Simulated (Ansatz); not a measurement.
```yaml
crystal:
  lattice:
    - [5.21208, 0.00000, 0.00000]
    - [0.00000, 5.21208, 0.00000]
    - [0.00000, 0.00000, 4.83681]
  atoms:
    - { symbol: Rb, position: [0.00000, 0.00000, 0.00000] }
    - { symbol: Rb, position: [0.50000, 0.50000, 0.50000] }
```

Space group I4/mmm; computed without spin polarisation.

These are results of DFT LDA, scalar-relativistic, plane waves, PAW (Ansatz), not measurements.

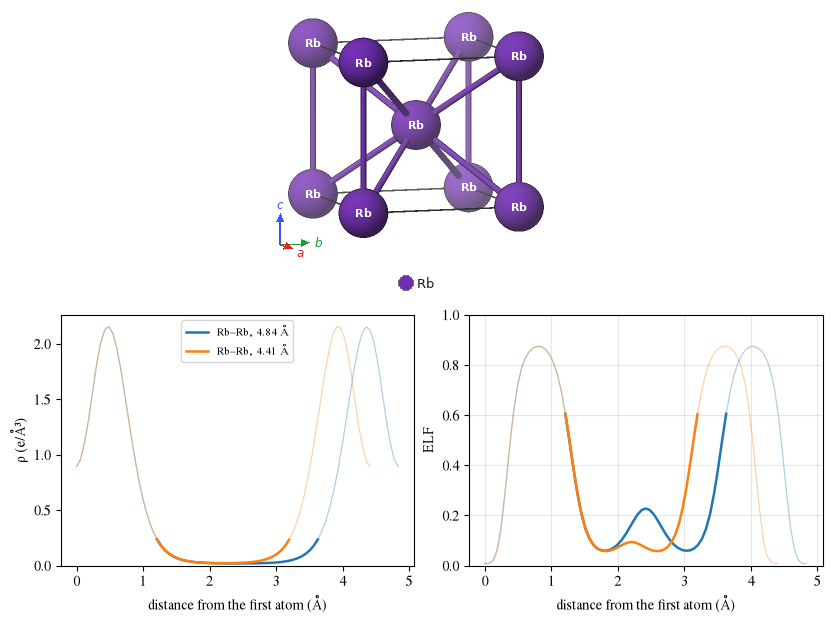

Rb. Valence pseudo-density and ELF along straight lines between neighbouring atoms. Thin, pale parts lie inside the atomic spheres. The structure is drawn too.

The density is the valence pseudo-density of a PAW calculation; it isn't the true density close to the nuclei.

What can be read from the curves?

Rb–Rb (4.84 Å): ρ at the midpoint is about 0.02 e/Å³; the ELF is about 0.25 at the midpoint (no shared electron pair shows on this line).
Rb–Rb (4.41 Å): ρ is about 0.02 e/Å³ halfway; the ELF is about 0.10 at the midpoint; no localised pair shows between them.
